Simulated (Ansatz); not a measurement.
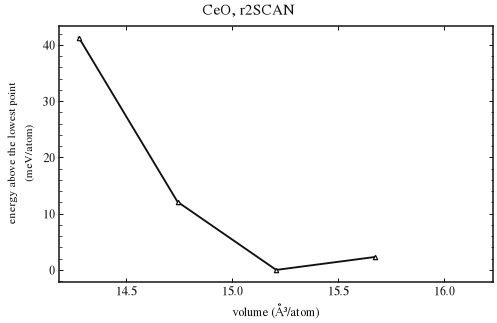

Plotted: energy above the lowest point against volume for CeO, space group Fm-3m (No. 225) (one of a set of cubic test structures, which need not be the stable phase).

Calculation (Ansatz 0.2.0 development build): equation of state of a cubic crystal from periodic Kohn-Sham density functional theory without spin, third-order Birch-Murnaghan fit to the free energies; pressure corrected for the finite basis. Level: r2SCAN.

structure type rock salt; atoms in cell 2; space group number 225; lattice centring face-centred primitive; k mesh 12×12×12; occupation method Fermi–Dirac; occupation width 0.1 eV; wave cutoff 700 eV; datasets hard PAW; density tolerance 1e−09 eV; bands 24; density cutoff ratio 4; search for lower states default; xc grid level 2.

The point at volume 16.14 Å³/atom is left out of the plot. What does the calculation give there?

| volume (Å³/atom) | energy above the lowest point (meV/atom) |
| --- | --- |
| 16.14 | 16.7 |

Keep in mind: open f shell treated without spin; open f shell, state may not be the lowest; pseudopotentials made with PBE, not this functional.
